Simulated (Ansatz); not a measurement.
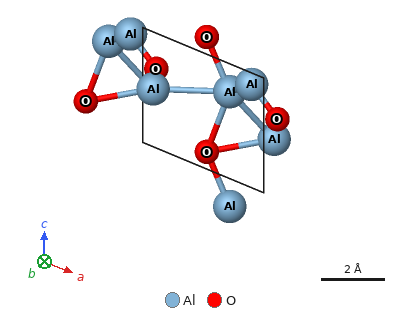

Starting structure of crystalline Al$_{3}$O$_{2}$ (built on the random type) (coarse preliminary run). Style: ball-and-stick. Shown: the cell of the calculation, along the b axis.

Case: random cell without symmetry.

All numbers below come from DFT PBE, scalar-relativistic, plane waves, PAW in Ansatz.

Input file:
```yaml
crystal:
  lattice:
    - [4.2420971147, 0.0, 0.0]
    - [0.7162567188, 4.8661208602, 0.0]
    - [-1.5897510475, -1.096617953, 3.3923922649]
  atoms:
    - { symbol: Al, position: [0.7195990376, 0.8588118144, 0.7572720928] }
    - { symbol: Al, position: [0.900330989, 0.4679026732, 0.8996727774] }
    - { symbol: Al, position: [0.0863980943, 0.9744115666, 0.5036854897] }
    - { symbol: O, position: [0.1132070643, 0.3630123946, 0.6904797906] }
    - { symbol: O, position: [0.5305374263, 0.9027266263, 0.1506523579] }
basis:
  ecutwfc: 420
kpoints:
  mp_grid: { grid: [4, 4, 6] }
hamiltonian:
  xc: pbe
scf:
  occupations: { method: gaussian, width: 0.1 }
  lower_state_search: "off"
output:
  forces: true
  stress: true
  eigenvalues: true
relax:
  adjacent_minimum: "off"
  f_tol: 0.04
  max_steps: 70
  cell: { stress_tol: 0.4 }
```

Command:
```bash
ansatz run input.yaml --threads 1 --pin off --max-ram 2560MiB --backend cpu --events-out ev --progress --plain --runs-dir out
```

Question: Where does the relaxation end?

Answer: The atom that moves furthest relative to the cell is Al2 (2.14 Å roughly along [2 0 1]). Largest moves by element: Al 2.14 Å, O 1.33 Å. The volume changes by +1.0 %, with a 4.242 → 5.868 Å (+38.3 %), b 4.919 → 4.533 Å (−7.8 %), c 3.904 → 2.799 Å (−28.3 %), α 109.7° → 90.9°, β 114.0° → 104.9°, γ 81.6° → 99.8°. Some distances before and after: Al1–Al2 2.130 → 5.187 Å, Al2–O5 3.657 → 1.861 Å, Al2–O4 3.046 → 1.838 Å, Al3–O5 2.203 → 3.238 Å. New bonds form: Al2–O4 (3.05 → 1.84 Å), Al2–O5 (3.66 → 1.86 Å). Bonds break: Al1–Al2 (2.13 → 5.19 Å), Al3–O5 (2.20 → 3.24 Å). Among the angles between lasting bonds that change: Al1–O5–Al1 137.3° → 99.9°, O5–Al1–O5 137.3° → 99.9°, Al2–O4–Al3 108.9° → 125.3°. The space group stays P1 (No. 1). After 40 accepted moves (49 points after the start) the energy has fallen by 1748 meV per atom. The largest force component goes from 17 to 0.0058 eV/Å. Pressure: 36.35 GPa at the start and 0.07 GPa at the end. The line search rejected the trial steps at points 15, 20, 31, 33, 41 of the run. The SCF was repeated 4 times at an unchanged geometry on a basis and grid sized afresh for the cell, which shifted the energy by 52.6 meV per atom at most. The run took 2.5 min on 1 thread of Intel(R) Xeon(R) 6975P-C (Granite Rapids) (shared host), peak memory 0.43 GiB.

History of the run:

```
step  E − E(0), meV/atom  largest force component, eV/Å  pressure, GPa  volume, Å³/atom                      note
   0                0.00                        16.7643          36.35           14.006                          
   1             -632.34                         6.9783          14.07           15.192                          
   2             -967.95                         2.1055           2.34           16.015                          
   3            -1116.68                         1.3014          -1.08           15.903                          
   4            -1228.01                         0.9527          -2.51           15.622                          
   5            -1312.20                         0.5294          -0.76           15.173                          
   6            -1391.74                         0.6297           0.29           14.873                          
   7            -1466.51                         0.3815           0.54           14.561                          
   8            -1513.77                         0.5964           1.12           14.144                          
   9            -1515.83                         0.9680           0.23           14.013                          
  10            -1536.04                         0.4027           1.32           13.928                          
  12            -1542.34                         0.0520           0.16           13.941                          
  14            -1547.38                         0.2542          -0.91           13.677                          
  16            -1550.50                         0.1507          -0.67           13.637                          
  18            -1562.16                         0.3229           0.22           13.166                          
  20            -1544.50                         2.2268           5.55           12.405                  rejected
  22            -1605.62                         0.2165           0.71           12.756                          
  24            -1606.81                         0.0910          -0.52           12.873                          
  26            -1607.40                         0.0549           0.19           12.899                          
  28            -1660.10                         0.0465           3.64           12.906  same geometry, new basis
  31            -1662.86                         0.3554          -0.25           13.919                  rejected
  33            -1686.17                         0.2148          -0.71           13.704                  rejected
  35            -1693.31                         0.0270           0.57           13.616  same geometry, new basis
  37            -1694.28                         0.0394           0.27           13.802                          
  39            -1705.87                         0.3015           0.52           14.124                          
  41            -1702.62                         0.9785          -1.99           14.082                  rejected
  43            -1728.28                         0.2300           0.69           14.108                          
  45            -1742.16                         0.0466           0.75           14.099  same geometry, new basis
  47            -1746.76                         0.0417          -0.05           14.166                          
  49            -1747.73                         0.0058           0.07           14.151  same geometry, new basis
```

Final geometry:

```
Al O
1.0
     5.72248   -0.95447    0.88292
    -0.12867    4.49459    0.57278
    -1.19172   -0.39613    2.50142
Al O
3 2
Direct
  0.52139 0.92863 0.72568
  0.26862 0.41562 0.10780
  0.95056 0.82100 0.42946
  0.10041 0.21652 0.51289
  0.50909 0.18510 0.22593
```

The end point in the same view:

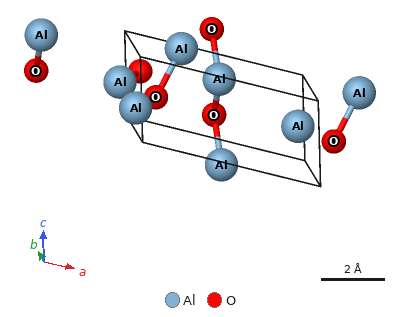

Limits of the set-up: the k-point mesh is coarse for a cell with partly filled bands.
